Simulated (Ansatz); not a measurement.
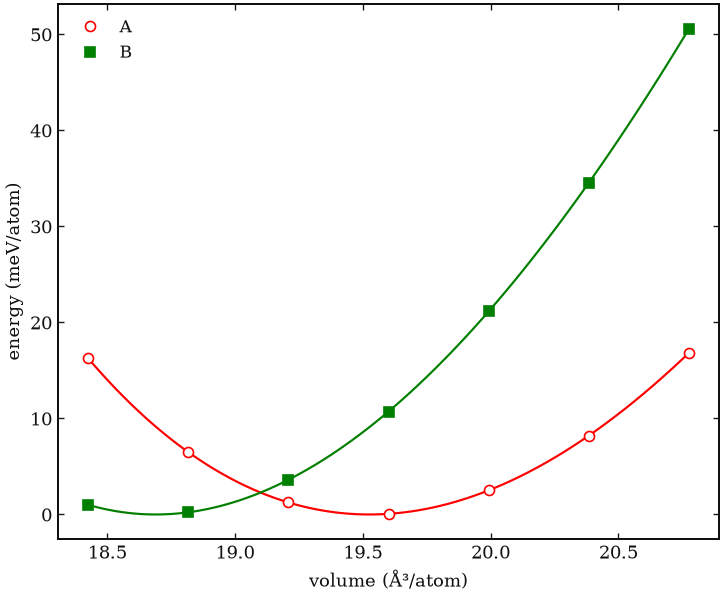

The figure compares two calculations of the energy against volume, each curve from its own zero. The first is for ZnS, space group P6_3mc (No. 186).

The cell holds 12 atoms.

Calculation (Ansatz 0.2.0): plane-wave DFT, no spin polarisation; energies at scaled volumes of the given cell, shape and fractions fixed, counted from the fit's minimum, third-order Birch-Murnaghan fit. Level: BLYP with D3(BJ).

| setting | value |
| --- | --- |
| k mesh | 8×8×2 |
| occupations | Fermi–Dirac |
| smearing width | 0.05 eV |
| potentials | Ansatz PAW |
| wave cutoff | 420 eV |
| density cutoff | 1680 eV |

In the second, the level changes from BLYP with D3(BJ) to PBEsol with D3(BJ).

Which of A and B is the second calculation, and what did the change do?

B. The equilibrium volume falls from 19.53 to 18.69 Å³/atom (−4.3 %) and the bulk modulus rises from 75.5 to 84.3 GPa (+12 %).

For BLYP with D3(BJ), limits of the calculation: the functional was run on potentials made for another functional; shape and atomic fractions are frozen while scaling, which makes layered, chain and framework solids too stiff.

For PBEsol with D3(BJ), limits of the calculation: shape and atomic fractions are frozen while scaling, which makes layered, chain and framework solids too stiff.

V0 and the bulk modulus come from third-order Birch–Murnaghan fits.
